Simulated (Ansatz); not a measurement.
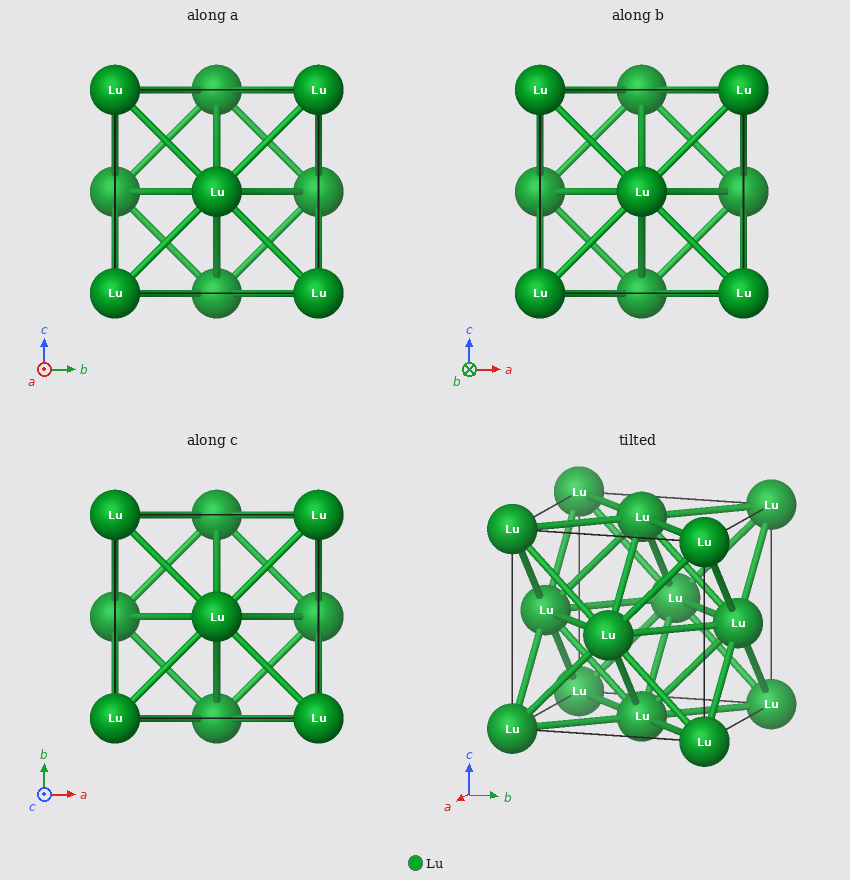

The crystal in a ball-and-stick representation, seen along the a axis, along the b axis, along the c axis and slightly off an axis. Lines trace the edges of the conventional unit cell.

Lattice parameters: a = 4.8467 Å, b = 4.8467 Å, c = 4.8467 Å, α = 90.000°, β = 90.000°, γ = 90.000°.

> From the views, write a CIF in P1 with every atom of the cell.

```cif
data_structure
_symmetry_space_group_name_H-M 'P 1'
_symmetry_Int_Tables_number 1
_cell_length_a 4.8467
_cell_length_b 4.8467
_cell_length_c 4.8467
_cell_angle_alpha 90.000
_cell_angle_beta 90.000
_cell_angle_gamma 90.000
_cell_volume 113.85
loop_
_atom_site_label
_atom_site_type_symbol
_atom_site_fract_x
_atom_site_fract_y
_atom_site_fract_z
_atom_site_occupancy
Lu1 Lu 0.0000 0.0000 0.0000 1
Lu2 Lu 0.0000 0.5000 0.5000 1
Lu3 Lu 0.5000 0.0000 0.5000 1
Lu4 Lu 0.5000 0.5000 0.0000 1
```

Provenance: a structure type filled with this element by a generator (whether the element takes this form wasn't checked). Earlier steps of the study may have refined or changed the cell and positions. It went into a calculation with Ansatz.
